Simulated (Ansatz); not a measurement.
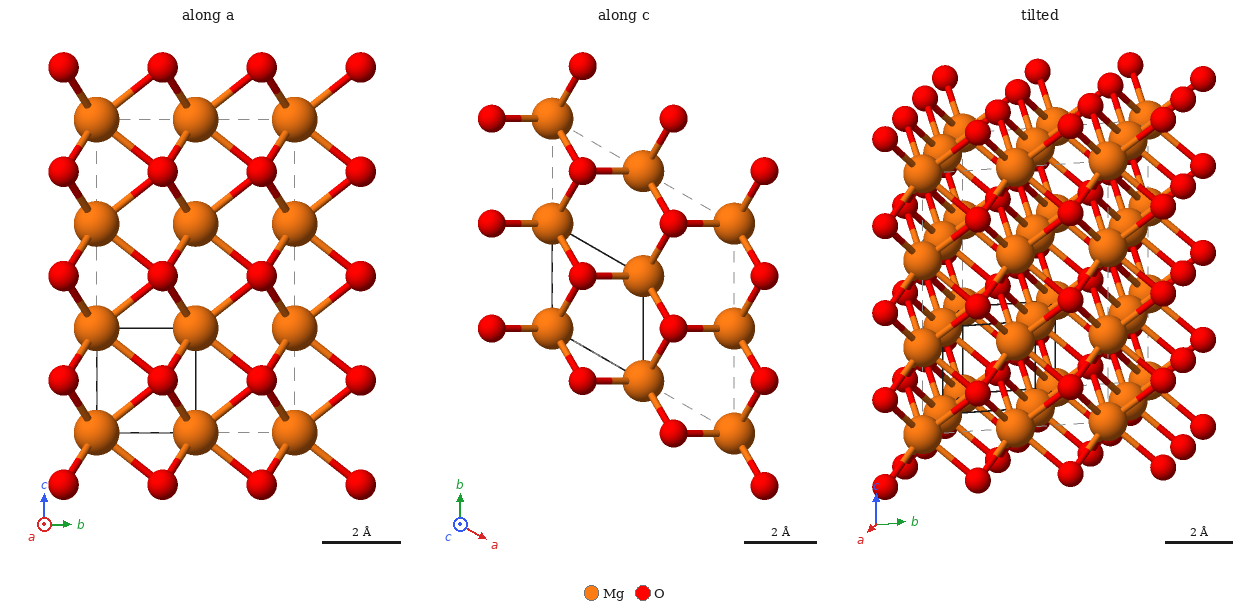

View along the a axis, along the c axis and slightly off an axis, drawn as a ball-and-stick model. The drawing covers 2×2×3 cells, and the solid lines enclose one conventional unit cell. A few atoms beyond the faces are included. Cell: a = 2.938 Å, b = 2.938 Å, c = 2.680 Å, α = 90.00°, β = 90.00°, γ = 120.00°.

The solid is MgO. It is primitive hexagonal, space group P-6m2 (No. 187). Prototype: tungsten carbide (WC) type. With Z = 1, the cell contains 1 Mg, 1 O. The coordination shell of Mg holds six O in a trigonal prismatic arrangement at about 2.2 Å. The neighbours of O are six Mg in a trigonal prismatic arrangement at about 2.2 Å. The bonds build a three-dimensional framework.

The starting point was a structure listed in the Materials Project. Earlier steps of the study may have refined or changed the cell and positions. It was run through Ansatz as a DFT input.

At this level of theory the cell isn't at rest (stretched, at -5 GPa), so its distances can differ from those at equilibrium, the more so the softer the solid.
